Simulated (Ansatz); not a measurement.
Input file:

```
crystal:
  lattice:
    - [-1.4757173909, -2.5560174986, 4.8140044024]
    - [1.4757173909, -2.5560174986, 0.0]
    - [9.1494478236, 4.6008314976, 4.8140044024]
  atoms:
    - { symbol: Ti, position: [0.8817785636, 0.5016884567, 0.2871113076] }
    - { symbol: Ti, position: [0.0817785636, 0.9416884567, 0.0871113076] }
    - { symbol: Ti, position: [0.6817785636, 0.0616884567, 0.4871113076] }
    - { symbol: Ti, position: [0.4817785636, 0.6216884567, 0.6871113076] }
    - { symbol: Ti, position: [0.2817785636, 0.1816884567, 0.8871113076] }
    - { symbol: Ti, position: [0.3182214364, 0.7783115433, 0.3128886924] }
    - { symbol: Ti, position: [0.5182214364, 0.2183115433, 0.1128886924] }
    - { symbol: Ti, position: [0.1182214364, 0.3383115433, 0.5128886924] }
    - { symbol: Ti, position: [0.9182214364, -0.1016884567, 0.7128886924] }
    - { symbol: Ti, position: [0.7182214364, 0.4583115433, 0.9128886924] }
    - { symbol: O, position: [0.6, 0.14, 0.3] }
    - { symbol: O, position: [0.8, 0.58, 0.1] }
    - { symbol: O, position: [0.4, 0.7, 0.5] }
    - { symbol: O, position: [0.2, 0.26, 0.7] }
    - { symbol: O, position: [0.0, 0.82, 0.9] }
basis:
  ecutwfc: 500
kpoints:
  mp_grid: { grid: [9, 16, 4] }
hamiltonian:
  xc: r2scan
scf:
  occupations: { method: gaussian, width: 0.15 }
output:
  forces: true
  stress: true
  eigenvalues: true
  write_density: true
  write_potential: true
  elf: true
  volumetric_format: npy
```

Run with:

```sh
ansatz run input.yaml --threads 2 --pin off --max-ram 5120MiB --backend cpu --events-out ev --progress --plain --runs-dir out
```

Below, planes, directions and counts refer to the conventional cell (a = 2.95 Å, b = 5.65 Å, c = 11.32 Å, α = 86.56°, β = 87.01°, γ = 74.85°).

Space group P-1; not relaxed (largest force 1.3 eV/Å); computed without spin polarisation.

All numbers below come from DFT r2SCAN, scalar-relativistic, plane waves, PAW (Ansatz).

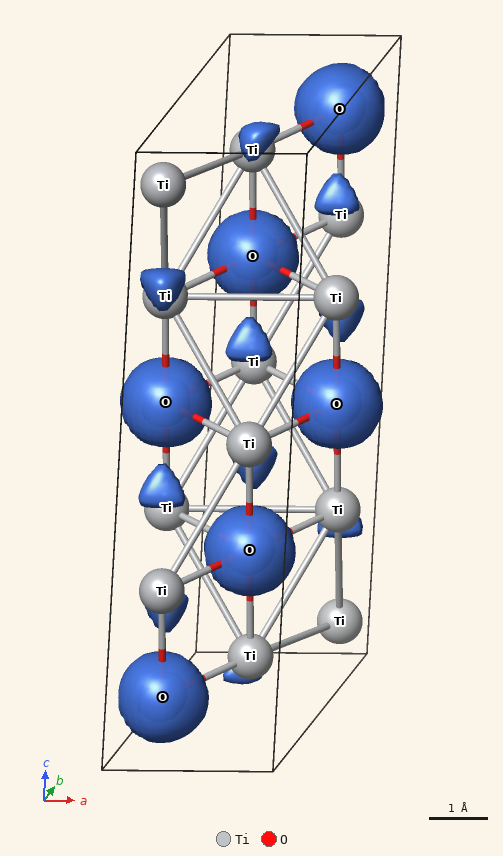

Ti₂O. Isosurface of the electron localisation function at 0.75 (blue), seen at an oblique angle. Core shells and regions of very low density are left out. Sticks mark near contacts.

Question: Identify the bonds, lone pairs and shells in this picture.

Answer: The surface consists of five regions wrapped around O (the valence shell of each) and ten pockets between the atoms, centred on no nucleus (multi-centre or interstitial), counted in one cell of 15 atoms. Any copies at cell faces, edges or corners count once. Along the contacts the grid gives the following. Ti–O (2.14 Å): the ELF peaks at about 0.80 in the valence shell of O, 0.6 Å from its nucleus, and is about 0.10 at the midpoint: no localised pair shows between them. Ti–Ti (2.71 Å): the ELF is about 0.20 at the midpoint; no localised pair shows between them.

Question: Does the calculation give a band gap?

Answer: It is gapless in this calculation (a metal or semimetal); semilocal functionals without U, or without the true magnetic order, often close the gap of such compounds.
